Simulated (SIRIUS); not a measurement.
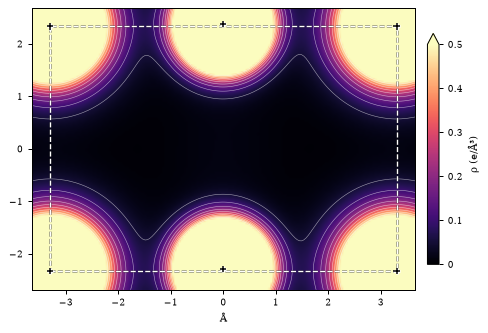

The electron density on a plane through atoms (crosses mark nuclei in the plane).

These are results of SIRIUS, Kohn-Sham DFT of a periodic cell, PBE, all-electron FP-LAPW, not measurements.

Candidates:
A. WC, a = 2.91 Å, b = 2.91 Å, c = 2.84 Å, α = 90.00°, β = 90.00°, γ = 120.00°. Space group P-6m2.
B. KBr, a = 6.60 Å, b = 6.60 Å, c = 4.67 Å, α = 90.00°, β = 135.00°, γ = 90.00°. Space group P1.
C. Al, a = 2.69 Å, b = 2.75 Å, c = 2.79 Å, α = 107.06°, β = 109.66°, γ = 110.27°. Space group P-1; a structure from a database of computed crystals, not necessarily the ambient phase.

### Which system is this?

Candidate B: KBr on the (100) plane of the standardised cell, which holds Br and K. K–Br (3.29 Å): ρ at the midpoint is about 0.09 e/Å³.
